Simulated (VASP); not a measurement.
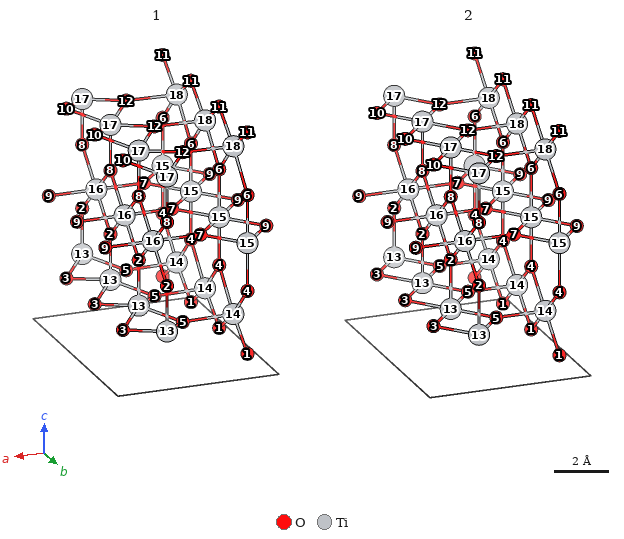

Two geometries of a slab of composition TiO₂, drawn at one scale. One is the start of a relaxation, the other its converged end. A ball-and-stick model of the 1 × 3 repeat of the cell, outlined in the plane, without the vacuum (origin shifted), seen from a free direction.

Computed with VASP, Kohn-Sham DFT of a periodic cell, PBEsol, VASP PAW PBE potentials, recommended. Settings: plane-wave cutoff 520 eV; k-point mesh 4 × 8 × 1; occupations gaussian; smearing width 0.05 eV; no spin polarisation.

### Which geometry has the lower energy?

Structure 1 is the relaxed one. The run lets the atoms move in a fixed cell. The energy falls by 1.634 eV per cell of the calculation in 20 geometry steps. Largest force component: 3.4 eV/Å at the start, 0.014 eV/Å at the end. The largest moves, 0.18 Å, are those of O3, O5, O10 and O12. O3 goes at 20° to the normal (−c side). Largest moves by element: O 0.18 Å, Ti 0.13 Å. The cell stays as it was. Among the contacts that change: O2–Ti13 1.981 → 1.836 Å, O4–Ti14 1.947 → 2.071 Å, O11–Ti18 1.947 → 1.830 Å, O7–Ti16 1.981 → 1.919 Å. Bond angles that change, for instance: O10–Ti17–O12 180.0° → 162.4°, Ti18–O11–Ti18 98.8° → 107.8°, O11–Ti18–O11 98.8° → 107.8°.
